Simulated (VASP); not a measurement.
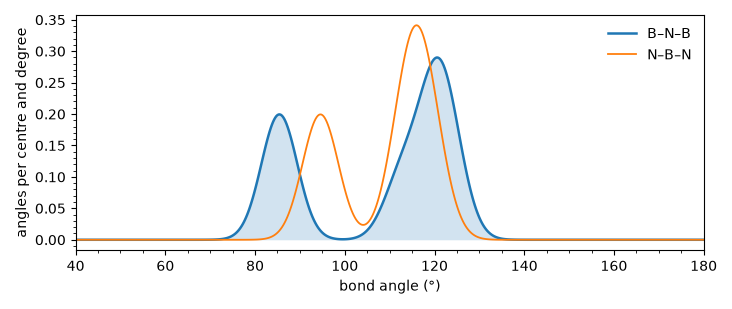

Bond-angle distributions computed from the structure of BN; each angle is a Gaussian of σ = 4.0°. Bonds counted: B–N up to 1.80 Å. It is based on a cell listed in the Materials Project, as set up for an electronic-structure calculation.

Give the groups of angles for each curve.

Answer. B–N–B: 85° (2 per centre); 113–123° (4 per centre)
N–B–N: 95° (2 per centre); 113–119° (4 per centre)

The structure has space group Pnma (No. 62); other forms of this composition would give other results.
